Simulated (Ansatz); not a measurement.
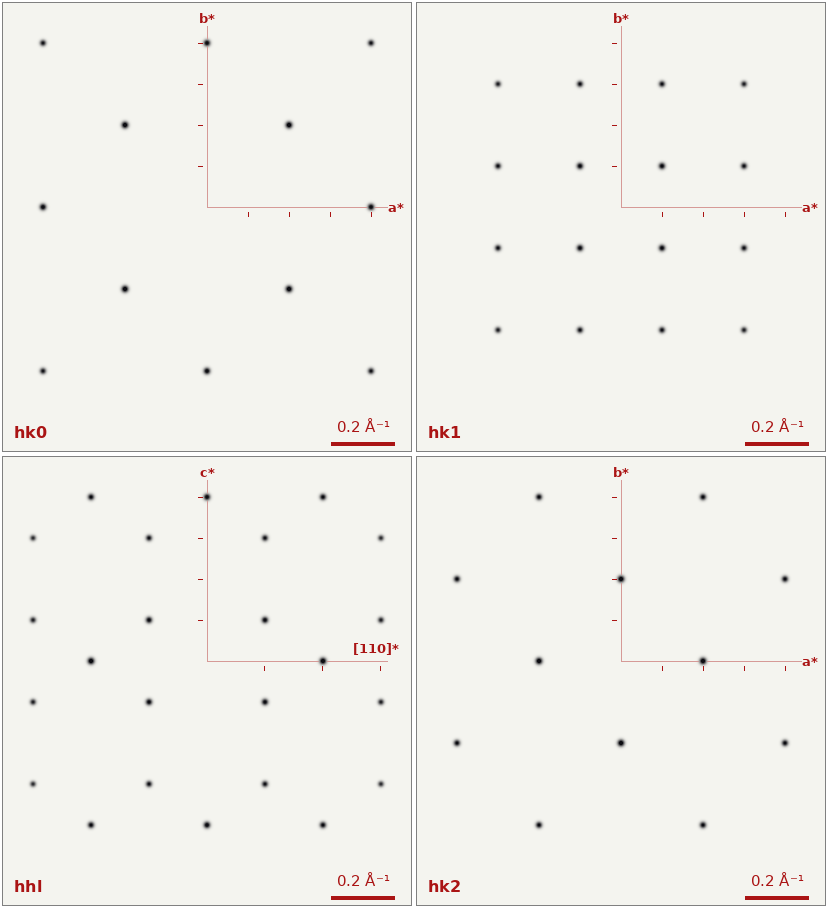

Simulated precession-type sections (X-rays; kinematic intensities, B = 0.5 Å²). The ticks mark integer indices of the conventional cell.

The compound is Na. Structure: the end point of a relaxation with DFT r2SCAN, scalar-relativistic, plane waves, PAW in Ansatz 0.2.0; the starting structure was generated, so it need not be a known form of this composition.

Read the reciprocal cell and give the direct cell.

a* = 0.131, b* = 0.131, c* = 0.131 Å⁻¹; the cell is cubic with a = 7.62 Å.

Which reflection conditions do the layers show?

Reflections are present only under these conditions. hkl: h + k = 2n, h + l = 2n; hk0: h = 2n, h + k = 4n; hhl: h + l = 2n; h00: h = 4n. The lattice is face-centred (F). Further gaps, such as 2 2 2, 4 4 2, come from atoms on special positions, not from the group's general conditions.

Which space groups fit?

The intensities have Laue symmetry m-3m (the hk0 layer shows 4mm, hk1 shows 4mm). With these conditions only Fd-3m (No. 227) fits.
